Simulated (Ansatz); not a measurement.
**SiGe2: density, localisation and related maps**

```
Si Ge
1.0
     2.96230    0.00000    0.00000
    -1.48115    2.56543    0.00000
     0.00000    0.00000   14.12923
Si Ge
2 4
Direct
  0.66667 0.33333 0.33724
  0.66667 0.33333 0.66276
  0.33333 0.66667 0.82092
  0.33333 0.66667 0.17908
  0.33333 0.66667 0.50000
  0.66667 0.33333 0.00000
```

Space group P-6m2; a structure generated by program, which may or may not match a known phase.

All numbers below come from DFT PBE, scalar-relativistic, plane waves, PAW (Ansatz 0.2.0).

In a PAW calculation such maps are meaningful between the atoms, not at the nuclei.

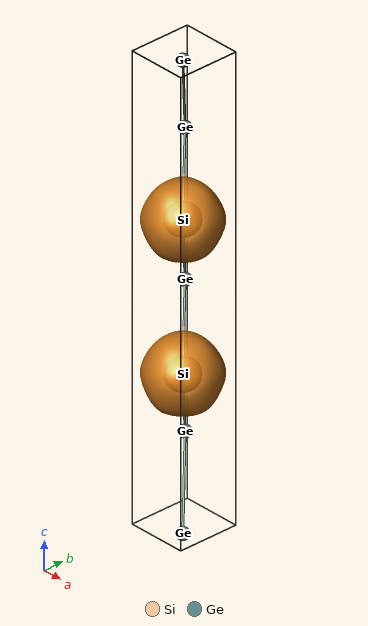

Figure 1. Isosurface of the ELF at 0.55 (orange), seen slightly off an axis. Only the valence region is drawn (cores and ρ < 0.01 e/Å³ removed). Sticks mark near contacts.

Where are the electrons localised?

Answer. The surface consists of two regions wrapped around Si (the valence shell of each) and two small core shells on Si, counted in one cell of 6 atoms. Any copies at cell faces, edges or corners count once. Along the contacts the grid gives the following. Si–Ge (2.81 Å): the ELF peaks at about 0.75 in the valence shell of Si, 0.9 Å from its nucleus, and is about 0.50 at the midpoint. Ge–Ge (2.96 Å): the ELF is about 0.35 at the midpoint.

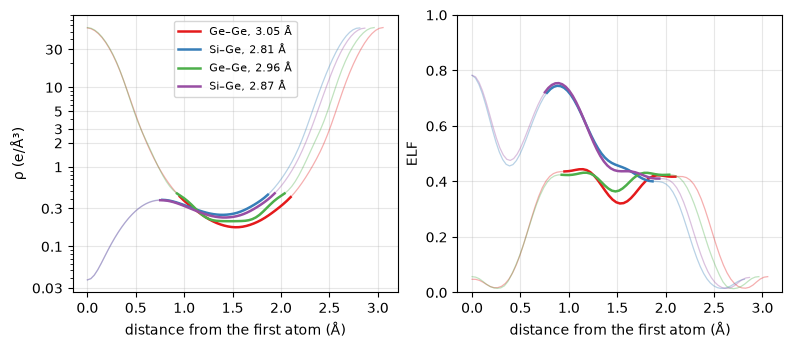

Figure 2. Valence pseudo-density and electron localisation function along straight lines between neighbouring atoms. Thin, pale parts lie inside the atomic spheres.

Compare the contacts.

Answer. Ge–Ge (3.05 Å): ρ is about 0.17 e/Å³ halfway; the ELF is about 0.30 at the midpoint.
Si–Ge (2.81 Å): the density is about 0.25 e/Å³ at the midpoint; the ELF peaks at about 0.75 in the valence shell of Si, 0.9 Å from its nucleus, and is about 0.50 at the midpoint.
Ge–Ge (2.96 Å): the density is about 0.21 e/Å³ at the midpoint; the ELF is about 0.35 at the midpoint.
Si–Ge (2.87 Å): ρ at the midpoint is about 0.23 e/Å³; the ELF peaks at about 0.75 in the valence shell of Si, 0.9 Å from its nucleus, and is about 0.45 at the midpoint.

Metal or insulator at this level of theory?

Answer. It is gapless in this calculation (a metal or semimetal).
